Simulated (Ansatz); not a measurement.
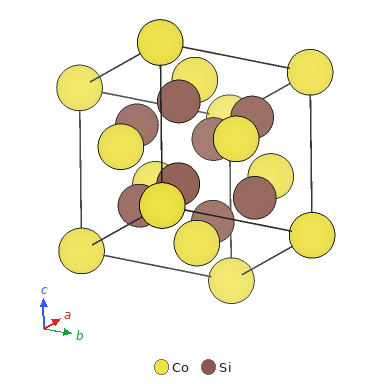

The crystal in a spheres-only representation, seen from a general direction. Thin lines show the drawn cell (a repeat of the simulation cell), with boundary atoms drawn in all their periodic places.

What is this?

- The structure is one of CoSi₂.
- Strictly the space group is R-3m (No. 166, within 0.01 Å). It is a distorted form of a face-centred cubic structure, space group Fm-3m (No. 225) within 0.25 Å: fluorite (CaF₂ type).
- It has 12 atoms to the cell (4 Co, 8 Si).
- Around each Co lie eight Si in a cubic arrangement. The Si atoms are each bonded to four Co in a tetrahedral arrangement.

It goes back to a structure listed in the Materials Project. The cell was then strained or its atoms displaced on purpose. It was the input of a calculation with Ansatz.

At this level of theory the run's own cell isn't at rest (stretched, at -6 GPa), so its distances can differ from those at equilibrium, the more so the softer the solid.
